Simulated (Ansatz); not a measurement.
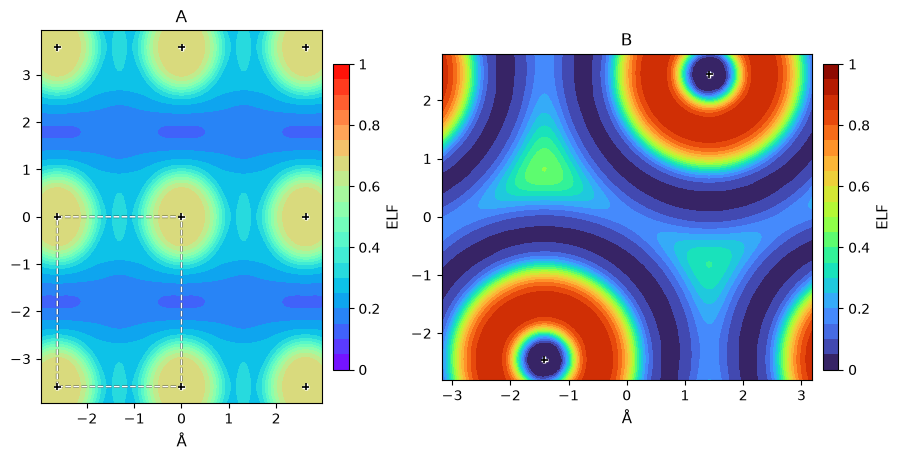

The electron localisation function of 2 systems, each on a plane through atoms (crosses mark nuclei in the plane).

The calculation used DFT, revPBE, plane waves (420 eV) with PAW, scalar-relativistic in Ansatz 0.2.0.

System 1: Pt, the (010) plane of the conventional cell. Space group Cmcm; set up as Pt, beta-Sn type; a generated structure, not necessarily the stable one; changed on purpose from its base cell (volume × 0.88); computed pressure about 37 GPa in this cell.

```
CELL_PARAMETERS angstrom
0.34228 0.34228 2.57949
-4.47656 4.47656 0.00000
-2.49318 -2.49318 0.66286
ATOMIC_POSITIONS crystal
Pt 0.00000 0.64087 0.25000
Pt 0.50000 0.14087 0.25000
Pt 0.00000 0.35913 0.75000
Pt 0.50000 0.85913 0.75000
```

System 2: Cs, the (001) plane of the conventional cell. Space group P6₃/mmc; set up as Cs, dhcp; a generated structure, not necessarily the stable one.

```
Cs
1.0
     5.66373    0.00000    0.00000
    -2.83187    4.90494    0.00000
     0.00000    0.00000   18.58929
Cs
4
Direct
  0.00000 0.00000 0.00000
  0.00000 0.00000 0.50000
  0.33333 0.66667 0.25000
  0.66667 0.33333 0.75000
```

**Match each panel to its system.**

Panel A is system 1, Pt: the plane holds Pt. Pt–Pt (2.62 Å): the ELF is about 0.30 at the midpoint: no shared electron pair shows on this line. Panel B is system 2, Cs: the plane holds Cs. Cs–Cs (5.66 Å): the ELF is about 0.20 at the midpoint; no shared electron pair shows on this line.
